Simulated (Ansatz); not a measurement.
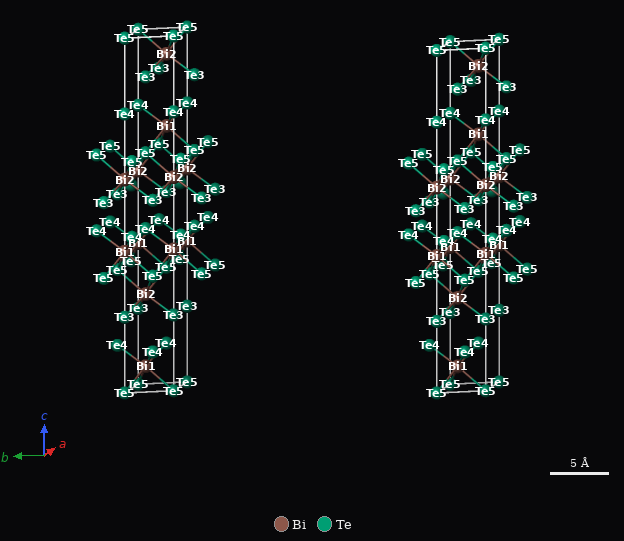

Two geometries of solid Bi2Te3 (built on the tetradymite type), drawn at one scale. One is the start of a relaxation, the other its converged end. A ball-and-stick model of the conventional cell (3 times the calculation's cell), seen from a free direction. Lengths and directions refer to the drawn axes.

All numbers below come from DFT, r2SCAN+rVV10, plane waves, PAW (Ansatz 0.2.0). Set-up: plane-wave cutoff 500 eV; k-point mesh 6 × 6 × 6; occupations fermi dirac; smearing width 0.02 eV; no spin polarisation; cell and atoms relaxed; force threshold 0.005 eV/Å.

Q: Which geometry has the lower energy?

A: The left one is the relaxed one. Over 3 accepted moves (4 points after the start) the energy falls by 7.8 meV per atom. The largest force component goes from 0.22 to 0.0038 eV/Å. The pressure goes from 0.72 to 0.03 GPa. At 1 point the geometry stayed and the basis and grid were re-selected for the new cell (energy shift of 0.2 meV per atom at most each time). The largest moves relative to the cell, 0.13 Å, are those of Te3 and Te4. Te3 goes along +c. Largest moves by element: Te 0.13 Å, Bi 0.06 Å. The volume changes by +3.8 %, with a = b 4.388 → 4.391 Å (+0.1 %), c 30.278 → 31.361 Å (+3.6 %). Some distances before and after: Bi1–Te5 3.241 → 3.254 Å, Bi1–Te4 3.069 → 3.061 Å. The space group stays R-3m (No. 166). Cost: 85 s on 2 threads of AMD EPYC 7R13 Processor (Zen 3), on a shared host, peak memory 1.2 GiB.
